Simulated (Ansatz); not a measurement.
HfO₂

The calculation's input:

```
crystal:
  lattice:
    - [0.0, 2.5575, 2.5575]
    - [2.5575, 0.0, 2.5575]
    - [2.5575, 2.5575, 0.0]
  atoms:
    - { symbol: Hf, position: [-0.0010117601, -0.0010117601, -0.0010117601] }
    - { symbol: O, position: [0.2556436976, 0.2556436976, 0.2556436976] }
    - { symbol: O, position: [0.7556436976, 0.7556436976, 0.7556436976] }
basis:
  ecutwfc: 420
kpoints:
  mp_grid: { grid: [8, 8, 8] }
hamiltonian:
  xc: pbe
scf:
  occupations: { method: gaussian, width: 0.05 }
output:
  forces: true
  stress: true
  eigenvalues: true
  write_density: true
  write_potential: true
  elf: true
  volumetric_format: npy
```

Command:

```sh
ansatz run input.yaml --threads 2 --pin off --max-ram 5120MiB --backend cpu --events-out ev --progress --plain --runs-dir out
```

Below, planes, directions and counts refer to the conventional cell (a = 3.62 Å, b = 3.62 Å, c = 8.86 Å, α = 90.00°, β = 90.00°, γ = 120.00°).

Space group R3m; computed pressure about −2 GPa in this cell.

These are results of DFT PBE, scalar-relativistic, plane waves, PAW in Ansatz 0.2.0, not measurements.

In a PAW calculation such maps are meaningful between the atoms, not at the nuclei.

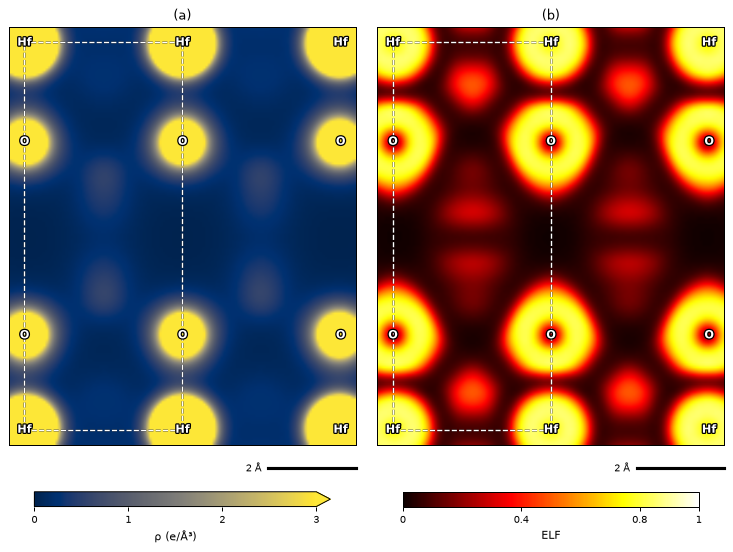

Figure 1. (a) valence electron density; (b) electron localisation function on the (100) plane of the conventional cell.

### Describe what can be read from this map.

- The plane passes through Hf and O nuclei.
- Hf–O (2.16 Å): ρ is about 0.64 e/Å³ halfway; the ELF peaks at about 0.85 in the valence shell of O, 0.6 Å from its nucleus, and drops to about 0.20 between the two atoms (no shared electron pair shows on this line).
- Hf–O (2.27 Å): the density is about 0.47 e/Å³ at the midpoint; the ELF peaks at about 0.85 in the valence shell of O, 0.7 Å from its nucleus, and drops to about 0.15 between the two atoms: no shared electron pair shows on this line.
- Between the atoms the lowest density in this plane is 0.02 e/Å³.
- The features right at Hf lie inside the PAW spheres, where the map follows smoothed inner orbitals and isn't to be read closely.

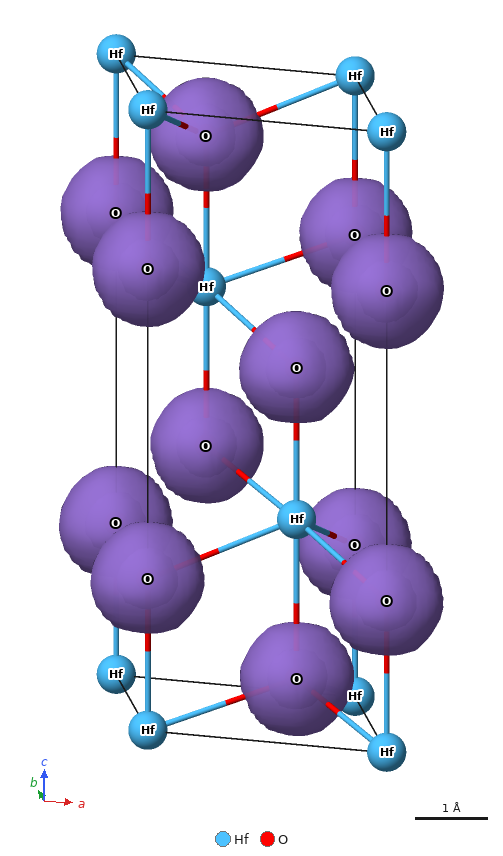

Figure 2. Isosurface of the ELF at 0.75 (purple), seen at an oblique angle. Only the valence region is drawn (cores and ρ < 0.01 e/Å³ removed). Sticks mark near contacts.

### Describe the localisation domains.

The ELF exceeds this value in six regions wrapped around O (the valence shell of each), counted in one cell of 9 atoms. Any copies at cell faces, edges or corners count once. Along the contacts the grid gives the following. Hf–O (2.20 Å): the ELF peaks at about 0.85 in the valence shell of O, 0.6 Å from its nucleus, and drops to about 0.15 between the two atoms; no shared electron pair shows on this line.

### Does the calculation give a band gap?

It is gapped, with a Kohn–Sham gap of 3.7 eV on the k-point mesh, an upper bound to the gap of this method.
